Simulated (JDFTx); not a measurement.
Geometry relaxation, with input and output: Fe

- system: Fe (I4/mmm, 1 atom in the cell)
- method: Kohn-Sham DFT of a periodic cell, PBE, PseudoDojo-SR-PBE-0.5-standard, spin-polarised (JDFTx 1.7.0 (patched build))

The structure derives from an entry of the Crystallography Open Database. It belongs to a series of runs on one base structure; here: relaxed cell strained by 0.01 in Voigt component 1.

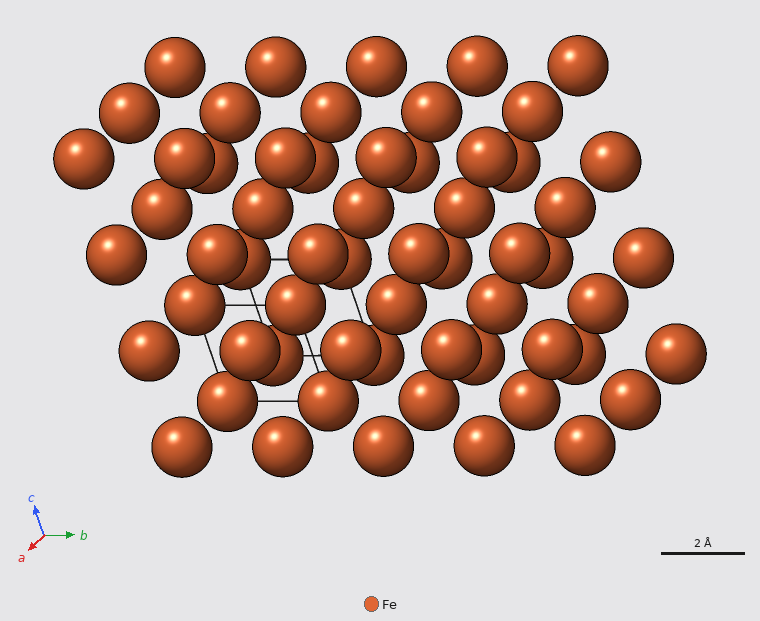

Figure 1. The input geometry (spheres-only view of the cell of the calculation, repeated 2 × 4 × 3, seen at an oblique angle).

The input:
```
lattice \
   -2.7217176950     2.7217176950     2.7217176950 \
    2.6947699950    -2.6947699950     2.6947699950 \
    2.6947699950     2.6947699950    -2.6947699950
coords-type Lattice
ion Fe     0.0000000000     0.0000000000     0.0000000000 1

ion-species pseudo/Fe.upf
elec-cutoff 45
elec-ex-corr gga-PBE
kpoint-folding 8 8 8
elec-smearing Fermi 0.0018374661
elec-n-bands 15
spintype z-spin
initial-magnetic-moments Fe 3
elec-initial-magnetization 3 no
electronic-SCF nIterations 100 energyDiffThreshold 1e-10
electronic-minimize nIterations 30 energyDiffThreshold 1e-7
forces-output-coords Cartesian
ionic-minimize nIterations 20 energyDiffThreshold 1e-8 knormThreshold 2e-5

dump-name run.$VAR
dump End Ecomponents EigStats BandEigs Kpoints Forces Stress ElecDensity Dtot
```

Run on 1 thread of AMD EPYC (Zen 5), 16 GiB of memory available, shared host.

Run as:
```bash
jdftx -c 1 -i Fe.in -o Fe.out
```

Output:
```
*************** JDFTx 1.7.0 (patched build) ***************

Input parsed successfully to the following command list (including defaults):
[... the input with its defaults ...]

---------- Setting up symmetries ----------

Found 16 point-group symmetries of the bravais lattice
Found 16 space-group symmetries with basis
Applied RMS atom displacement 0 bohrs to make symmetries exact.

---------- Initializing the Grid ----------
R =
[     -2.72172      2.72172      2.72172  ]
[      2.69477     -2.69477      2.69477  ]
[      2.69477      2.69477     -2.69477  ]
unit cell volume = 79.0581
G =
[ 2.87461e-17    1.16581    1.16581  ]
[    1.15427 -1.28049e-17    1.16581  ]
[    1.15427    1.16581 -1.28049e-17  ]
Minimum fftbox size, Smin = [  32  32  32  ]
Chosen fftbox size, S = [  32  32  32  ]

---------- Exchange Correlation functional ----------
Initalized PBE GGA exchange.
Initalized PBE GGA correlation.

---------- Setting up pseudopotentials ----------
Width of ionic core gaussian charges (only for fluid interactions / plotting) set to 0

Reading pseudopotential file 'pseudo/Fe.upf':
  'Fe' pseudopotential, 'PBE' functional
  Generated using ONCVPSP code by D. R. Hamann
  16 valence electrons, 4 orbitals, 6 projectors, 1001 radial grid points, with lMax = 2
    3S    l: 0   occupation:  2.0   eigenvalue: -3.455091
    3P    l: 1   occupation:  6.0   eigenvalue: -2.206534
    3D    l: 2   occupation:  6.0   eigenvalue: -0.275801
    4S    l: 0   occupation:  2.0   eigenvalue: -0.194482
  Core radius for overlap checks: 1.56 bohrs.

Initialized 1 species with 1 total atoms.

Folded 1 k-points by 8x8x8 to 512 k-points.

---------- Setting up k-points, bands, fillings ----------
Reduced to 59 k-points under symmetry.
Computing the number of bands and number of electrons
Calculating initial fillings.
nElectrons:  16.000000   nBands: 15   nStates: 118

----- Setting up reduced wavefunction bases (one per k-point) -----
average nbasis = 1140.018 , ideal nbasis = 1139.880

---------- Setting up ewald sum ----------
Optimum gaussian width for ewald sums = 1.688151 bohr.
Real space sum over 2197 unit cells with max indices [  6  6  6  ]
Reciprocal space sum over 2197 terms with max indices [  6  6  6  ]

---------- Allocating electronic variables ----------
Initializing wave functions:  linear combination of atomic orbitals
Note: number of bands (15) exceeds available atomic orbitals (10)
Fe (M=3) pseudo-atom majority spin occupations:   s ( 1 0.5 )  p ( 3 )  d ( 5 )
Fe (M=3) pseudo-atom minority spin occupations:   s ( 1 0 )  p ( 3 )  d ( 2.5 )
	FillingsUpdate:  mu: +1.259304069  nElectrons: 16.000000  magneticMoment: [ Abs: 2.00054  Tot: +2.00000 ]
LCAOMinimize: Iter:   0  F: -120.6272763395174934  |grad|_K:  9.228e-03  alpha:  1.000e+00
	FillingsUpdate:  mu: +0.950969253  nElectrons: 16.000000  magneticMoment: [ Abs: 2.37580  Tot: +2.34292 ]
LCAOMinimize: Iter:   1  F: -121.6478486603065363  |grad|_K:  7.260e-03  alpha:  2.892e-01  linmin: -2.631e-01  cgtest:  5.376e-01
	FillingsUpdate:  mu: +0.627566150  nElectrons: 16.000000  magneticMoment: [ Abs: 2.40094  Tot: +2.35163 ]
[... 18 lines of inner loops ...]
LCAOMinimize: Encountered beta<0, resetting CG.
	FillingsUpdate:  mu: +0.658913797  nElectrons: 16.000000  magneticMoment: [ Abs: 2.53680  Tot: +2.39643 ]
LCAOMinimize: Iter:   9  F: -121.9388929631729752  |grad|_K:  6.091e-07  alpha:  1.299e+00  linmin:  1.270e-04  cgtest: -4.155e-04
LCAOMinimize: Converged (|Delta F|<1.000000e-06 for 2 iters).

-------- Electronic minimization -----------
Will mix electronic density at each iteration.
	FillingsUpdate:  mu: +0.658913797  nElectrons: 16.000000  magneticMoment: [ Abs: 2.53680  Tot: +2.39643 ]
	FillingsUpdate:  mu: +0.658057196  nElectrons: 16.000000  magneticMoment: [ Abs: 2.53680  Tot: +2.39643 ]
SCF: Cycle:  0   F: -121.945270549993040   dF: -6.378e-03   |Residual|: 2.284e-02   |deigs|: 4.335e-01
	FillingsUpdate:  mu: +0.653563403  nElectrons: 16.000000  magneticMoment: [ Abs: 2.54231  Tot: +2.38704 ]
SCF: Cycle:  1   F: -121.945518103475720   dF: -2.476e-04   |Residual|: 8.536e-03   |deigs|: 9.600e-03
	FillingsUpdate:  mu: +0.654880908  nElectrons: 16.000000  magneticMoment: [ Abs: 2.55480  Tot: +2.39416 ]
SCF: Cycle:  2   F: -121.945546041764459   dF: -2.794e-05   |Residual|: 3.564e-03   |deigs|: 1.391e-03
	FillingsUpdate:  mu: +0.654950666  nElectrons: 16.000000  magneticMoment: [ Abs: 2.56414  Tot: +2.39783 ]
SCF: Cycle:  3   F: -121.945546809887261   dF: -7.681e-07   |Residual|: 1.085e-03   |deigs|: 2.740e-04
	FillingsUpdate:  mu: +0.654927547  nElectrons: 16.000000  magneticMoment: [ Abs: 2.56500  Tot: +2.39908 ]
SCF: Cycle:  4   F: -121.945546942716931   dF: -1.328e-07   |Residual|: 2.830e-04   |deigs|: 1.557e-04
	FillingsUpdate:  mu: +0.654939886  nElectrons: 16.000000  magneticMoment: [ Abs: 2.56429  Tot: +2.39861 ]
SCF: Cycle:  5   F: -121.945546969402443   dF: -2.669e-08   |Residual|: 1.156e-04   |deigs|: 2.469e-04
	FillingsUpdate:  mu: +0.654939170  nElectrons: 16.000000  magneticMoment: [ Abs: 2.56392  Tot: +2.39821 ]
SCF: Cycle:  6   F: -121.945546974374579   dF: -4.972e-09   |Residual|: 2.609e-05   |deigs|: 1.444e-04
	FillingsUpdate:  mu: +0.654938208  nElectrons: 16.000000  magneticMoment: [ Abs: 2.56390  Tot: +2.39821 ]
SCF: Cycle:  7   F: -121.945546975380182   dF: -1.006e-09   |Residual|: 1.416e-05   |deigs|: 7.197e-04
	FillingsUpdate:  mu: +0.654938499  nElectrons: 16.000000  magneticMoment: [ Abs: 2.56393  Tot: +2.39822 ]
SCF: Cycle:  8   F: -121.945546975601800   dF: -2.216e-10   |Residual|: 6.571e-06   |deigs|: 2.040e-04
	FillingsUpdate:  mu: +0.654938609  nElectrons: 16.000000  magneticMoment: [ Abs: 2.56394  Tot: +2.39824 ]
SCF: Cycle:  9   F: -121.945546975651382   dF: -4.958e-11   |Residual|: 1.238e-06   |deigs|: 1.716e-04
	FillingsUpdate:  mu: +0.654938580  nElectrons: 16.000000  magneticMoment: [ Abs: 2.56394  Tot: +2.39824 ]
SCF: Cycle: 10   F: -121.945546975662467   dF: -1.108e-11   |Residual|: 1.063e-06   |deigs|: 1.432e-04
SCF: Converged (|Delta E|<1.000000e-10 for 2 iters).

Setting wave functions to eigenvectors of Hamiltonian

# Stress tensor in Cartesian coordinates [Eh/a0^3]:
[  7.75768e-05            0            0  ]
[            0  4.39084e-05            0  ]
[            0            0  4.39084e-05  ]

# Ionic positions in lattice coordinates:
ion Fe   0.000000000000000   0.000000000000000   0.000000000000000 1

# Forces in Cartesian coordinates:
force Fe  -0.000000000000000  -0.000000000000000  -0.000000000000000 1

# Energy components:
   Eewald =      -86.1443871664880163
       EH =       31.1367573298872777
     Eloc =     -103.1539429183387000
      Enl =       -6.8741636202171081
      Exc =      -17.7867047177606388
 Exc_core =        3.3935473896884596
       KE =       57.4835959920756920
-------------------------------------
     Etot =     -121.9452977111530458
       TS =        0.0002492645094202
-------------------------------------
        F =     -121.9455469756624666

IonicMinimize: Iter:   0  F: -121.945546975662467  |grad|_K:  0.000e+00
IonicMinimize: Converged (|grad|_K<2.000000e-05).

#--- Lowdin population analysis ---
# oxidation-state Fe +0.229
# magnetic-moments Fe +2.494

Dumping 'run.eigStats' ...
	eMin: -2.578555 at state 0 ( [ +0.000000 +0.000000 +0.000000 ] spin 1 )
	HOMO: +0.654741 at state 59 ( [ +0.000000 +0.000000 +0.000000 ] spin -1 )
	mu  : +0.654939
	LUMO: +0.655017 at state 70 ( [ +0.000000 +0.125000 -0.125000 ] spin -1 )
	eMax: +2.052390 at state 44 ( [ +0.250000 +0.250000 +0.250000 ] spin 1 )
	HOMO-LUMO gap: +0.000276
	Optical gap  : +0.002787 at state 83 ( [ +0.125000 +0.125000 -0.125000 ] spin -1 )
Done!
```

Key numbers:

```tsv
quantity	value
outcome	converged
space group (tolerance 0.01 Å)	I4/mmm (139)
electrons treated	16
free energy	−3318.3074 eV
Fermi energy	17.822 eV
gap on the k-point mesh	none (metallic)
net moment of the cell	2.40 μB
integrated absolute moment	2.56 μB
pressure	−1.62 GPa
final volume	11.72 Å³
largest force (length of the vector)	under 0.001 eV/Å
wall time	24 s
peak memory	0.11 GiB
```

Remarks:

Points of doubt noted for this run: coarse mesh.
